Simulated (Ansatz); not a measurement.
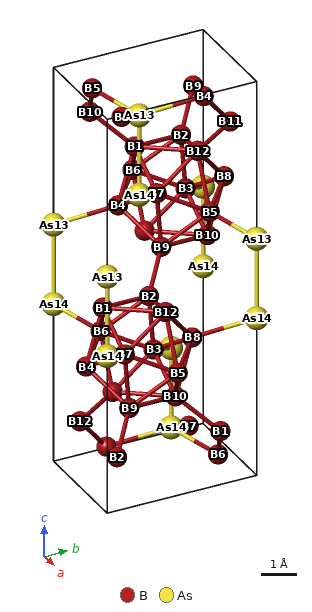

This is a crystal of B6As (set up in R-3m). A ball-and-stick model of the conventional cell (3 times the calculation's cell), seen slightly off an axis. Lengths and directions refer to the drawn axes.

The calculation used Ansatz, DFT PBEsol, scalar-relativistic, plane waves, PAW. (plane-wave cutoff 420 eV; k-point mesh 6 × 6 × 6; occupations gaussian; smearing width 0.02 eV; no spin polarisation)

Change: The volume is changed by +3.0 %. The cell's shape and the atoms are relaxed at that volume.

Input file:
```yaml
crystal:
  lattice:
    - [3.0917314213, 1.7850119684, 3.98699763]
    - [-3.0917314213, 1.7850119684, 3.98699763]
    - [0.0, -3.5700239367, 3.98699763]
  atoms:
    - { symbol: B, position: [0.0156621731, 0.0156621731, 0.324687585] }
    - { symbol: B, position: [0.0156621731, 0.324687585, 0.0156621731] }
    - { symbol: B, position: [0.8217888295, 0.2725960786, 0.8217888295] }
    - { symbol: B, position: [0.8217888295, 0.8217888295, 0.2725960786] }
    - { symbol: B, position: [0.2725960786, 0.8217888295, 0.8217888295] }
    - { symbol: B, position: [0.7274039214, 0.1782111705, 0.1782111705] }
    - { symbol: B, position: [0.1782111705, 0.7274039214, 0.1782111705] }
    - { symbol: B, position: [0.1782111705, 0.1782111705, 0.7274039214] }
    - { symbol: B, position: [0.9843378269, 0.675312415, 0.9843378269] }
    - { symbol: B, position: [0.9843378269, 0.9843378269, 0.675312415] }
    - { symbol: B, position: [0.675312415, 0.9843378269, 0.9843378269] }
    - { symbol: B, position: [0.324687585, 0.0156621731, 0.0156621731] }
    - { symbol: As, position: [0.600801105, 0.600801105, 0.600801105] }
    - { symbol: As, position: [0.399198895, 0.399198895, 0.399198895] }
basis:
  ecutwfc: 420
kpoints:
  mp_grid: { grid: [6, 6, 6] }
hamiltonian:
  xc: pbesol
scf:
  occupations: { method: gaussian, width: 0.02 }
output:
  forces: true
  stress: true
  eigenvalues: true
relax:
  adjacent_minimum: "off"
  f_tol: 0.01
  max_steps: 30
  cell: { stress_tol: 0.1, fix: [volume] }
```

Launched with:
```bash
ansatz run input.yaml --threads 4 --pin off --max-ram 10240MiB --backend cpu --events-out ev --progress --plain --runs-dir out
```

> What does the calculation give for the changed structure?

Cell: a = b 6.123 → 6.177 Å (+0.9 %), c 11.844 → 11.986 Å (+1.2 %). Volume +3.0 %. The largest moves relative to the cell, 0.007 Å, are those of B1, B2, B9, B10, B11 and B12. B9 goes along [1 −1 3]. By element the largest moves are B 0.007 Å, As 0.003 Å. Among the bonded contacts that change: As–As 2.388 → 2.411 Å, As–B 1.993 → 2.014 Å, B–B 1.892 → 1.911 Å, B–B 1.772 → 1.787 Å. The space group stays R-3m (No. 166). Energy change: +4.6 meV per atom. Pressure: 0.0 GPa before, −5.3 GPa after.
